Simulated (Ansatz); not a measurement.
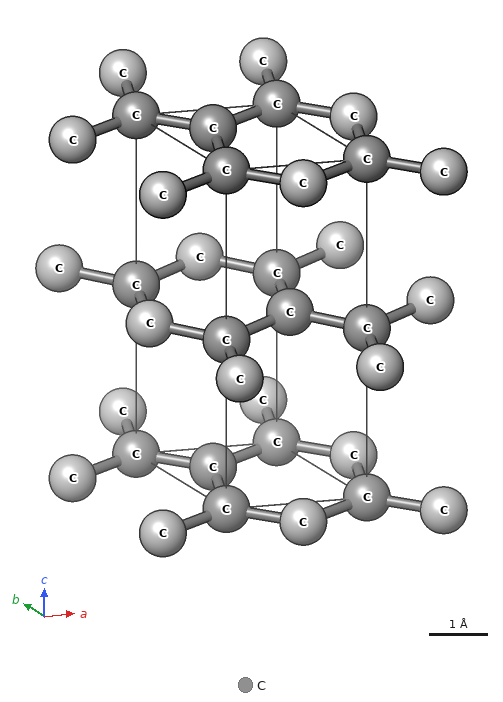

*The starting structure (ball-and-stick view of the cell of the calculation, seen at an oblique angle; neighbours outside the cell are drawn fainter). An atom can appear more than once, as a periodic image.*

Near neighbours in the periodic cell (some may lie outside the picture): C has 3 C at 1.43 Å.

## Run report: C, geometry relaxation (part 1 of 2)

System: C (P6₃mc, 4 atoms in the cell).
Method: DFT PBE+D3(BJ), scalar-relativistic, plane waves, PAW, no spin polarisation (Ansatz 0.2.0).

The structure derives from an entry of the Crystallography Open Database.

The input:
```yaml
crystal:
  lattice:
    - [2.4699988104, 0.0, 0.0]
    - [-1.2349994052, 2.1390817171, 0.0]
    - [0.0, 0.0, 6.79]
  atoms:
    - { symbol: C, position: [0.0, 0.0, 0.0] }
    - { symbol: C, position: [0.0, 0.0, 0.5] }
    - { symbol: C, position: [0.3333333333, 0.6666666667, 0.005] }
    - { symbol: C, position: [0.6666666667, 0.3333333333, 0.505] }
basis:
  ecutwfc: 420
kpoints:
  mp_grid: { grid: [18, 18, 6] }
hamiltonian:
  xc: pbe
  dispersion: d3bj
scf:
  occupations: { method: gaussian, width: 0.1 }
output:
  forces: true
  stress: true
  eigenvalues: true
  write_density: true
  write_potential: true
  elf: true
  volumetric_format: npy
relax:
  adjacent_minimum: "off"
  f_tol: 0.005
  max_steps: 80
  cell: { stress_tol: 0.05 }
```

Machine: 2 threads of AMD EPYC (Zen 3), 32 GiB of memory available, shared host.

Run as:
```bash
ansatz run input.yaml --threads 2 --pin off --max-ram 5120MiB --backend cpu --events-out ev --progress --plain --runs-dir out
```

The program's output:
```
Engine: ansatz 0.2.0, x86_64-unknown-linux-gnu
Pseudopotentials: kind: paw
Pseudopotential: C, paw, valence charge 4, recommended cutoff 420 eV (normal), C.paw.azcp
Functional definition: PBE
  parameter kappa = 0.804
  parameter beta = 0.06672455060314922
  exchange = pbe_x(kappa = kappa, mu = beta*pi^2/3)
  correlation = pbe_c(beta = beta)
Crystal: 4 atoms, lattice volume = 35.875 Å³
Basis set: ecut = 420 eV, 665 PW (Γ), exchange–correlation on 36×36×96 points (8 copies of the dense FFT grid, shifted against one another)
Bands: 12, of which v1, the nominal top of the filled ones, is band 8 counted from 1 (7 counted from 0)
Symmetry: 12 space group operations
Space group: P63mc (ITA 186), of the structure as read, at distance tolerance 3.3e-5 Å
k-points: 148 of 1944 (time reversal used)
Non-local potential: C, projectors of the file, l = 0: 2, l = 1: 2, l = 2: 1
PAW form: soft (Blöchl's): semilocal exchange-correlation on the pseudo side does not see the compensation charge
PAW one-centre angular grid: C, 110 points (default); XC on 64 Gauss nodes
Initial density: superposition of atomic densities (neutral atoms: chi_scale 0, normalization atom), corrected by the library's trained network
Initial wavefunctions: pseudopotential atomic-orbital guess
Functional: x = pbe(κ = 0.804, μ = 0.2195149727645171), c = pbe(β = 0.06672455060314922)
SCF iter   1: F=—  HF=-1004.318333 eV  |F-HF|=—  |Δ(HF+E_count)|=         —  Δρ=2.68e-3  dr2=2.25e-3  ethr=1.77e-3  ⟨swp⟩=5.5  Hψ=9645  notcnv=0
preconditioner: auto → none  [metal: Δε(μ)=0.012 eV  Ē_g=15.655 eV  σ=0.100 eV  W_gap=0.07  n_scr=4 (ndim 8)  ℏωp=24.8 eV  f_vac=0.004  D(μ)=0.16/eV (n_scr^D=0)  sad-step TF]
SCF iter   2: F=—  HF=-1004.318775 eV  |F-HF|=—  |Δ(HF+E_count)|=   4.43e-4  Δρ=1.62e-3  dr2=1.01e-3  ethr=1.40e-5  ⟨swp⟩=1.7  Hψ=3542  notcnv=0
SCF iter   3: F=—  HF=-1004.318690 eV  |F-HF|=—  |Δ(HF+E_count)|=   8.51e-5  Δρ=2.86e-4  dr2=1.16e-5  ethr=6.30e-6  ⟨swp⟩=2.1  Hψ=2936  notcnv=0
SCF iter   4: F=—  HF=-1004.318718 eV  |F-HF|=—  |Δ(HF+E_count)|=   2.80e-5  Δρ=4.59e-5  dr2=7.28e-7  ethr=7.24e-8  ⟨swp⟩=2.3  Hψ=2802  notcnv=0
iter 5 did not close the SCF: its close was put off for the readings that it lacked (scf_convergence_deferred on its scf_iter line)
SCF iter   5: F=-1004.318718 eV  HF=-1004.318718 eV  |F-HF|=1.01e-8  |Δ(HF+E_count)|=   1.31e-7  Δρ=1.22e-5  dr2=2.72e-8  ethr=4.55e-9  ⟨swp⟩=2.3  Hψ=2918  notcnv=0
SCF iter   6: F=-1004.318718 eV  HF=-1004.318718 eV  |F-HF|=4.02e-10  |Δ(HF+E_count)|=   2.91e-9  Δρ=1.97e-6  dr2=5.38e-10  ethr=1.70e-10  ⟨swp⟩=6.1  Hψ=10674  notcnv=0
SCF 1 converged in 6 iterations: F = -1004.318718 eV  dr2 = 5.38e-10
  greatest PAW one-centre occupation: 0.671 electrons in one spin orbital (limit 2), on the C atom at site 1 (counted from 0), in its partial waves of l = 0
relax step   1: F+E_penalty+E_count = -1004.31871838 eV  Δ(F+E_penalty+E_count) = +0.000e0 eV  max|allowed force component| = 5.686e-1 eV/Å  Δτ_max = 0.0000 Å  P = -1.873 GPa  Ω = 35.875 Å³  (6 SCF iters, dr2 threshold 1.00e-7 eV, accepted)
Crystal: 4 atoms, lattice volume = 35.590 Å³
Initial density: handed on by an earlier stage of this run
Initial wavefunctions: those handed on with the density
iter 1 solved again at ethr=2.47e-5 eV; its pass at ethr=3.10e-3 eV (dr2=3.96e-3 eV) is discarded
SCF iter   1: F=—  HF=-1004.338802 eV  |F-HF|=—  |Δ(HF+E_count)|=         —  Δρ=5.54e-3  dr2=3.83e-3  ethr=2.47e-5  ⟨swp⟩=2.1  Hψ=14085  notcnv=0
preconditioner: auto → none  [metal: Δε(μ)=0.010 eV  Ē_g=15.688 eV  σ=0.100 eV  W_gap=0.06  n_scr=4 (ndim 8)  ℏωp=24.9 eV  f_vac=0.000  D(μ)=0.16/eV (n_scr^D=0)]
SCF iter   2: F=—  HF=-1004.338107 eV  |F-HF|=—  |Δ(HF+E_count)|=   6.95e-4  Δρ=2.34e-3  dr2=5.32e-4  ethr=2.39e-5  ⟨swp⟩=2.1  Hψ=2271  notcnv=0
SCF iter   3: F=—  HF=-1004.338158 eV  |F-HF|=—  |Δ(HF+E_count)|=   5.11e-5  Δρ=2.97e-4  dr2=7.57e-6  ethr=3.33e-6  ⟨swp⟩=2.8  Hψ=2972  notcnv=0
SCF iter   4: F=—  HF=-1004.338183 eV  |F-HF|=—  |Δ(HF+E_count)|=   2.45e-5  Δρ=2.86e-5  dr2=2.57e-7  ethr=4.73e-8  ⟨swp⟩=2.4  Hψ=2485  notcnv=0
iter 5 did not close the SCF: its close was put off for the readings that it lacked (scf_convergence_deferred on its scf_iter line)
SCF iter   5: F=-1004.338183 eV  HF=-1004.338183 eV  |F-HF|=4.34e-9  |Δ(HF+E_count)|=   1.00e-7  Δρ=5.19e-6  dr2=7.41e-9  ethr=1.61e-9  ⟨swp⟩=2.4  Hψ=2865  notcnv=0
SCF iter   6: F=-1004.338183 eV  HF=-1004.338183 eV  |F-HF|=1.94e-10  |Δ(HF+E_count)|=   2.35e-9  Δρ=8.77e-7  dr2=3.18e-10  ethr=4.63e-11  ⟨swp⟩=5.9  Hψ=10359  notcnv=0
SCF 2 converged in 6 iterations: F = -1004.338183 eV  dr2 = 3.18e-10
  greatest PAW one-centre occupation: 0.672 electrons in one spin orbital (limit 2), on the C atom at site 0 (counted from 0), in its partial waves of l = 0
relax step   2: F+E_penalty+E_count = -1004.33818267 eV  Δ(F+E_penalty+E_count) = -1.946e-2 eV  max|allowed force component| = 1.741e-1 eV/Å  Δτ_max = 0.0222 Å  P = -1.015 GPa  Ω = 35.590 Å³  energy of the carried Pulay correction = +9.748e-4 eV  (6 SCF iters, dr2 threshold 4.00e-7 eV, accepted)
Crystal: 4 atoms, lattice volume = 35.497 Å³
iter 1 solved again at ethr=2.63e-6 eV; its pass at ethr=3.10e-3 eV (dr2=4.21e-4 eV) is discarded
SCF iter   1: F=—  HF=-1004.340681 eV  |F-HF|=—  |Δ(HF+E_count)|=         —  Δρ=1.37e-3  dr2=3.00e-4  ethr=2.63e-6  ⟨swp⟩=2.3  Hψ=13089  notcnv=0
preconditioner: auto → none  [metal: Δε(μ)=0.011 eV  Ē_g=15.702 eV  σ=0.100 eV  W_gap=0.06  n_scr=4 (ndim 8)  ℏωp=24.9 eV  f_vac=0.000  D(μ)=0.16/eV (n_scr^D=0)]
SCF iter   2: F=—  HF=-1004.340624 eV  |F-HF|=—  |Δ(HF+E_count)|=   5.75e-5  Δρ=5.58e-4  dr2=3.70e-5  ethr=1.88e-6  ⟨swp⟩=2.4  Hψ=2657  notcnv=0
SCF iter   3: F=—  HF=-1004.340623 eV  |F-HF|=—  |Δ(HF+E_count)|=   1.12e-6  Δρ=7.80e-5  dr2=4.50e-7  ethr=2.31e-7  ⟨swp⟩=2.9  Hψ=3010  notcnv=0
iter 4 did not close the SCF: its close was put off for the readings that it lacked (scf_convergence_deferred on its scf_iter line)
SCF iter   4: F=-1004.340623 eV  HF=-1004.340623 eV  |F-HF|=1.83e-9  |Δ(HF+E_count)|=   4.49e-7  Δρ=2.75e-6  dr2=3.24e-9  ethr=2.81e-9  ⟨swp⟩=2.2  Hψ=2322  notcnv=0
iter 5 did not close the SCF: its close was put off for the readings that it lacked (scf_convergence_deferred on its scf_iter line)
SCF iter   5: F=-1004.340623 eV  HF=-1004.340623 eV  |F-HF|=2.17e-10  |Δ(HF+E_count)|=  6.03e-10  Δρ=8.24e-7  dr2=3.19e-10  ethr=2.02e-11  ⟨swp⟩=2.1  Hψ=3027  notcnv=0
SCF iter   6: F=-1004.340623 eV  HF=-1004.340623 eV  |F-HF|=1.14e-12  |Δ(HF+E_count)|=  1.06e-10  Δρ=1.75e-7  dr2=5.91e-12  ethr=1.99e-12  ⟨swp⟩=5.0  Hψ=9293  notcnv=0
SCF 3 converged in 6 iterations: F = -1004.340623 eV  dr2 = 5.91e-12
  greatest PAW one-centre occupation: 0.673 electrons in one spin orbital (limit 2), on the C atom at site 1 (counted from 0), in its partial waves of l = 0
relax step   3: F+E_penalty+E_count = -1004.34062318 eV  Δ(F+E_penalty+E_count) = -2.441e-3 eV  max|allowed force component| = 3.914e-3 eV/Å  Δτ_max = 0.0051 Å  P = -0.419 GPa  Ω = 35.497 Å³  energy of the carried Pulay correction = +1.292e-3 eV  (6 SCF iters, dr2 threshold 4.00e-7 eV, accepted)
Crystal: 4 atoms, lattice volume = 35.476 Å³
iter 1 solved again at ethr=1.47e-7 eV; its pass at ethr=3.10e-3 eV (dr2=2.35e-5 eV) is discarded
SCF iter   1: F=—  HF=-1004.340758 eV  |F-HF|=—  |Δ(HF+E_count)|=         —  Δρ=2.86e-4  dr2=2.65e-5  ethr=1.47e-7  ⟨swp⟩=2.2  Hψ=13204  notcnv=0
preconditioner: auto → none  [metal: Δε(μ)=0.011 eV  Ē_g=15.712 eV  σ=0.100 eV  W_gap=0.06  n_scr=4 (ndim 8)  ℏωp=24.9 eV  f_vac=0.001  D(μ)=0.16/eV (n_scr^D=0)]
SCF iter   2: F=—  HF=-1004.340766 eV  |F-HF|=—  |Δ(HF+E_count)|=   8.03e-6  Δρ=1.01e-4  dr2=2.70e-6  ethr=1.47e-7  ⟨swp⟩=2.7  Hψ=2911  notcnv=0
iter 3 did not close the SCF: its close was put off for the readings that it lacked (scf_convergence_deferred on its scf_iter line)
SCF iter   3: F=-1004.340766 eV  HF=-1004.340766 eV  |F-HF|=1.64e-8  |Δ(HF+E_count)|=   8.09e-7  Δρ=1.29e-5  dr2=1.70e-8  ethr=1.69e-8  ⟨swp⟩=2.2  Hψ=2966  notcnv=0
iter 4 did not close the SCF: its close was put off for the readings that it lacked (scf_convergence_deferred on its scf_iter line)
SCF iter   4: F=-1004.340766 eV  HF=-1004.340766 eV  |F-HF|=2.54e-11  |Δ(HF+E_count)|=   1.68e-8  Δρ=5.81e-7  dr2=5.43e-11  ethr=1.07e-10  ⟨swp⟩=2.4  Hψ=2926  notcnv=0
iter 5 did not close the SCF: its close was put off for the readings that it lacked (scf_convergence_deferred on its scf_iter line)
SCF iter   5: F=-1004.340766 eV  HF=-1004.340766 eV  |F-HF|=3.41e-13  |Δ(HF+E_count)|=  4.71e-11  Δρ=1.17e-7  dr2=2.41e-12  ethr=1.00e-12  ⟨swp⟩=2.3  Hψ=2838  notcnv=0
SCF iter   6: F=-1004.340766 eV  HF=-1004.340766 eV  |F-HF|=4.55e-13  |Δ(HF+E_count)|=  4.55e-13  Δρ=2.41e-8  dr2=1.08e-13  ethr=1.00e-12  ⟨swp⟩=4.1  Hψ=7576  notcnv=0
SCF 4 converged in 6 iterations: F = -1004.340766 eV  dr2 = 1.08e-13
relax step   4: F+E_penalty+E_count = -1004.34076561 eV  Δ(F+E_penalty+E_count) = -1.424e-4 eV  max|allowed force component| = 4.425e-5 eV/Å  Δτ_max = 0.0001 Å  P = -0.001 GPa  Ω = 35.476 Å³  energy of the carried Pulay correction = +1.365e-3 eV  (6 SCF iters, dr2 threshold 4.00e-7 eV, accepted)
Initial wavefunctions: pseudopotential atomic-orbital guess (no wavefunctions were taken with the density)
iter 1 solved again at ethr=1.48e-7 eV; its pass at ethr=3.10e-3 eV (dr2=2.36e-5 eV) is discarded
SCF iter   1: F=—  HF=-1004.339413 eV  |F-HF|=—  |Δ(HF+E_count)|=         —  Δρ=6.77e-5  dr2=2.30e-7  ethr=1.48e-7  ⟨swp⟩=3.7  Hψ=14947  notcnv=0
preconditioner: auto → none  [metal: Δε(μ)=0.011 eV  Ē_g=15.710 eV  σ=0.100 eV  W_gap=0.06  n_scr=4 (ndim 8)  ℏωp=24.9 eV  f_vac=0.001  D(μ)=0.16/eV (n_scr^D=0)]
SCF iter   2: F=—  HF=-1004.339433 eV  |F-HF|=—  |Δ(HF+E_count)|=   1.92e-5  Δρ=3.40e-5  dr2=5.08e-8  ethr=1.44e-9  ⟨swp⟩=2.2  Hψ=2921  notcnv=0
SCF iter   3: F=—  HF=-1004.339433 eV  |F-HF|=—  |Δ(HF+E_count)|=   2.39e-7  Δρ=2.30e-6  dr2=2.38e-10  ethr=3.18e-10  ⟨swp⟩=2.1  Hψ=2931  notcnv=0
iter 4 did not close the SCF: its close was put off for the readings that it lacked (scf_convergence_deferred on its scf_iter line)
SCF iter   4: F=-1004.339433 eV  HF=-1004.339433 eV  |F-HF|=1.50e-11  |Δ(HF+E_count)|=   1.44e-9  Δρ=2.09e-7  dr2=5.66e-12  ethr=1.49e-12  ⟨swp⟩=2.1  Hψ=2986  notcnv=0
iter 5 did not close the SCF: its close was put off for the readings that it lacked (scf_convergence_deferred on its scf_iter line)
SCF iter   5: F=-1004.339433 eV  HF=-1004.339433 eV  |F-HF|=2.27e-13  |Δ(HF+E_count)|=  1.65e-11  Δρ=3.14e-8  dr2=3.17e-13  ethr=1.00e-12  ⟨swp⟩=1.0  Hψ=1776  notcnv=0
iter 6 did not close the SCF: its close was put off for the readings that it lacked (scf_convergence_deferred on its scf_iter line)
SCF iter   6: F=-1004.339433 eV  HF=-1004.339433 eV  |F-HF|=4.55e-13  |Δ(HF+E_count)|=  3.41e-13  Δρ=6.15e-9  dr2=7.92e-15  ethr=1.00e-12  ⟨swp⟩=1.0  Hψ=1776  notcnv=0
iter 7 did not close the SCF: its close was put off for the readings that it lacked (scf_convergence_deferred on its scf_iter line)
SCF iter   7: F=-1004.339433 eV  HF=-1004.339433 eV  |F-HF|=1.14e-13  |Δ(HF+E_count)|=  2.27e-13  Δρ=2.71e-9  dr2=1.66e-15  ethr=1.00e-12  ⟨swp⟩=1.0  Hψ=1776  notcnv=0
SCF iter   8: F=-1004.339433 eV  HF=-1004.339433 eV  |F-HF|=2.27e-13  |Δ(HF+E_count)|=  1.14e-13  Δρ=6.62e-10  dr2=8.65e-17  ethr=1.00e-12  ⟨swp⟩=2.8  Hψ=5817  notcnv=0
SCF 5 converged in 8 iterations: F = -1004.339433 eV  dr2 = 8.65e-17
relax step   5: F+E_penalty+E_count = -1004.33943289 eV  Δ(F+E_penalty+E_count) = +1.333e-3 eV  max|allowed force component| = 4.422e-5 eV/Å  Δτ_max = 0.0000 Å  P = -0.060 GPa  Ω = 35.476 Å³  stress off target by 8.07e-2 GPa  SCF on the basis re-selected at this cell (its energy is not comparable with the rows above)  (8 SCF iters)
basis re-selected at this cell: Δ(F+E_penalty+E_count) = +1.333e-3 eV, ΔP = -0.060 GPa vs the last step (what re-selecting the basis moved, of the pressure what is left beyond the Pulay correction that the steps carried, after the strain that the cell walked since its last selection, with what the two solves' SCF thresholds leave and, on support functions, any second-order correction that the steps lacked; it is no measure of the basis error at this ecutwfc). This SCF's stress stands 8.07e-2 GPa from its target on what of the cell is left free (relax.cell.stress_tol is 5.00e-2 GPa) and its largest allowed force component is 4.42e-5 eV/Å (relax.f_tol is 5.00e-3 eV/Å): not within both, so this SCF does not close the relaxation
Crystal: 4 atoms, lattice volume = 35.458 Å³
iter 1 solved again at ethr=2.57e-8 eV; its pass at ethr=3.10e-3 eV (dr2=4.12e-6 eV) is discarded
SCF iter   1: F=—  HF=-1004.339483 eV  |F-HF|=—  |Δ(HF+E_count)|=         —  Δρ=8.32e-5  dr2=3.34e-6  ethr=2.57e-8  ⟨swp⟩=2.1  Hψ=13285  notcnv=0
SCF iter   2: F=—  HF=-1004.339500 eV  |F-HF|=—  |Δ(HF+E_count)|=   1.69e-5  Δρ=2.73e-5  dr2=3.50e-7  ethr=2.09e-8  ⟨swp⟩=2.9  Hψ=2948  notcnv=0
iter 3 did not close the SCF: its close was put off for the readings that it lacked (scf_convergence_deferred on its scf_iter line)
SCF iter   3: F=-1004.339500 eV  HF=-1004.339500 eV  |F-HF|=3.03e-9  |Δ(HF+E_count)|=   9.94e-8  Δρ=4.62e-6  dr2=3.20e-9  ethr=2.19e-9  ⟨swp⟩=2.3  Hψ=2999  notcnv=0
iter 4 did not close the SCF: its close was put off for the readings that it lacked (scf_convergence_deferred on its scf_iter line)
SCF iter   4: F=-1004.339500 eV  HF=-1004.339500 eV  |F-HF|=1.41e-11  |Δ(HF+E_count)|=   3.25e-9  Δρ=1.73e-7  dr2=4.31e-12  ethr=2.00e-11  ⟨swp⟩=2.5  Hψ=2944  notcnv=0
iter 5 did not close the SCF: its close was put off for the readings that it lacked (scf_convergence_deferred on its scf_iter line)
SCF iter   5: F=-1004.339500 eV  HF=-1004.339500 eV  |F-HF|=0.00e0  |Δ(HF+E_count)|=  1.68e-11  Δρ=3.30e-8  dr2=1.66e-13  ethr=1.00e-12  ⟨swp⟩=1.1  Hψ=1819  notcnv=0
iter 6 did not close the SCF: its close was put off for the readings that it lacked (scf_convergence_deferred on its scf_iter line)
SCF iter   6: F=-1004.339500 eV  HF=-1004.339500 eV  |F-HF|=0.00e0  |Δ(HF+E_count)|=  6.82e-13  Δρ=1.07e-8  dr2=3.20e-14  ethr=1.00e-12  ⟨swp⟩=1.0  Hψ=1776  notcnv=0
SCF iter   7: F=-1004.339500 eV  HF=-1004.339500 eV  |F-HF|=1.14e-13  |Δ(HF+E_count)|=  1.14e-13  Δρ=1.79e-9  dr2=7.21e-16  ethr=1.00e-12  ⟨swp⟩=3.6  Hψ=6699  notcnv=0
SCF 6 converged in 7 iterations: F = -1004.339500 eV  dr2 = 7.21e-16
  greatest PAW one-centre occupation: 0.673 electrons in one spin orbital (limit 2), on the C atom at site 0 (counted from 0), in its partial waves of l = 0
relax step   6: F+E_penalty+E_count = -1004.33949996 eV  Δ(F+E_penalty+E_count) = -6.707e-5 eV  max|allowed force component| = 3.846e-6 eV/Å  Δτ_max = 0.0000 Å  P = -0.003 GPa  Ω = 35.458 Å³  energy of the carried Pulay correction = +6.579e-5 eV  (7 SCF iters, accepted)
iter 1 solved again at ethr=1.31e-7 eV; its pass at ethr=3.10e-3 eV (dr2=2.10e-5 eV) is discarded
```
